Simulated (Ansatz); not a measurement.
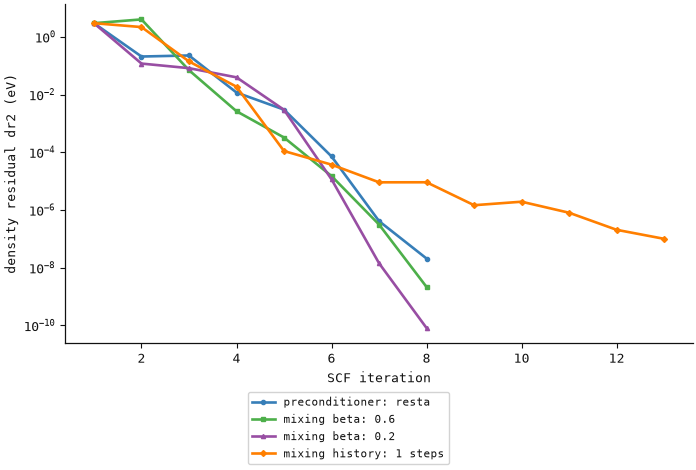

Convergence of one system under several settings.
System: Cu (I4/mmm, 1 atom in the cell).
Method: DFT r2SCAN, scalar-relativistic, plane waves, PAW (Ansatz); cutoff 500 eV, 20×20×20 k-mesh, Gaussian smearing of 0.1 eV.

### Which runs converged, and in how many iterations?

“preconditioner: resta” converged in 8 iterations. “mixing beta: 0.6” converged in 8 iterations. “mixing beta: 0.2” converged in 8 iterations. “mixing history: 1 steps” converged in 13 iterations.

The converged runs agree in energy within 1 meV per atom.
